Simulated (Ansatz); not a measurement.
**YH3O3: density, localisation and related maps**

```cif
data_structure
_symmetry_space_group_name_H-M 'P 1'
_symmetry_Int_Tables_number 1
_cell_length_a 6.2799
_cell_length_b 6.2799
_cell_length_c 3.5313
_cell_angle_alpha 90.000
_cell_angle_beta 90.000
_cell_angle_gamma 120.000
_cell_volume 120.61
loop_
_atom_site_label
_atom_site_type_symbol
_atom_site_fract_x
_atom_site_fract_y
_atom_site_fract_z
_atom_site_occupancy
Y1 Y 0.33333 0.66667 0.25000 1
Y2 Y 0.66667 0.33333 0.75000 1
H1 H 0.86140 0.13814 0.25000 1
H2 H 0.72327 0.86140 0.75000 1
H3 H 0.27673 0.13860 0.25000 1
H4 H 0.13860 0.86186 0.75000 1
H5 H 0.13814 0.27673 0.75000 1
H6 H 0.86186 0.72327 0.25000 1
O1 O 0.60399 0.68866 0.75000 1
O2 O 0.68866 0.08467 0.25000 1
O3 O 0.39601 0.31134 0.25000 1
O4 O 0.31134 0.91533 0.75000 1
O5 O 0.08467 0.39601 0.75000 1
O6 O 0.91533 0.60399 0.25000 1
```

Space group P6₃/m; a structure from a database of computed crystals, not necessarily the ambient phase; started from the database structure prototype, which need not be the ambient phase.

Level of theory: Ansatz, DFT, HSE06, plane waves, PAW.

Core electrons are frozen (PAW), and the valence fields are smoothed inside the atomic spheres.

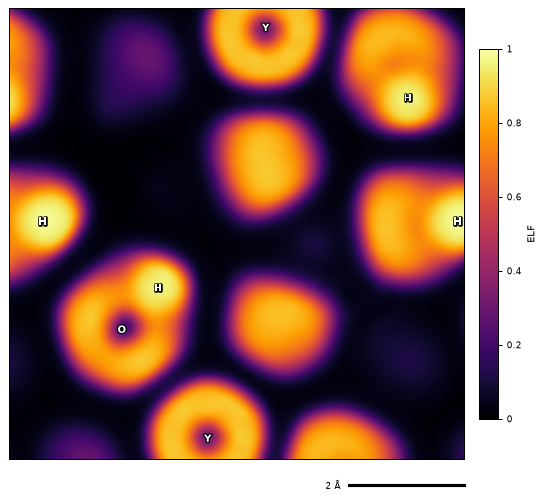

Figure 1. Electron localisation function on the (111) plane of the conventional cell.

### What do the fields say about this system?

The section cuts through Y, H and O sites. Atoms just off the plane (O, 0.5 Å away) can leave unmarked features too. O–H (0.96 Å): the ELF climbs to about 1 towards the hydrogen, as it does in any bond to H (a covalent bond by its length). Y–O (2.41 Å): the ELF peaks at about 0.85 in the valence shell of O, 0.6 Å from its nucleus, and drops to about 0.10 between the two atoms (a largely ionic contact). The features right at Y lie inside the PAW spheres, where the map follows smoothed inner orbitals and isn't to be read closely.

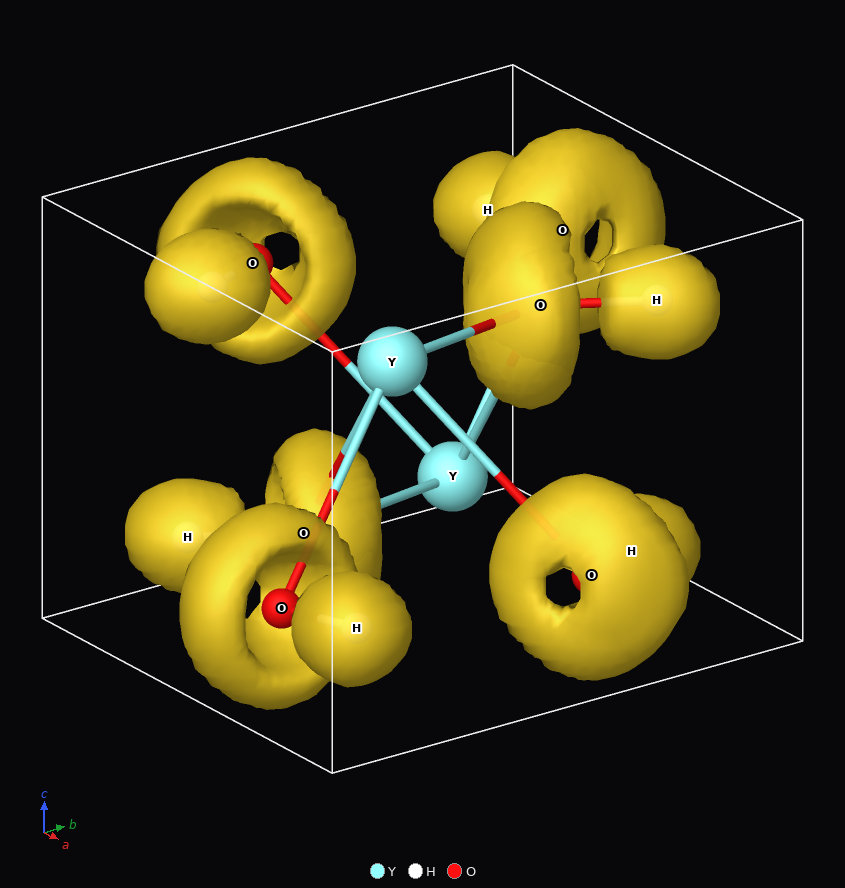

Figure 2. Isosurface of the electron localisation function at 0.8 (yellow), seen slightly off an axis. Only the valence region is drawn (cores and ρ < 0.01 e/Å³ removed). Sticks mark near contacts.

### What do the ELF domains correspond to?

The surface consists of six regions around hydrogen nuclei and six regions wrapped around O (the valence shell of each), counted in one cell of 14 atoms. Any copies at cell faces, edges or corners count once.

### Does the calculation give a band gap?

It is gapped, with a Kohn–Sham gap of 5.6 eV on the k-point mesh, an upper bound to the gap of this method.
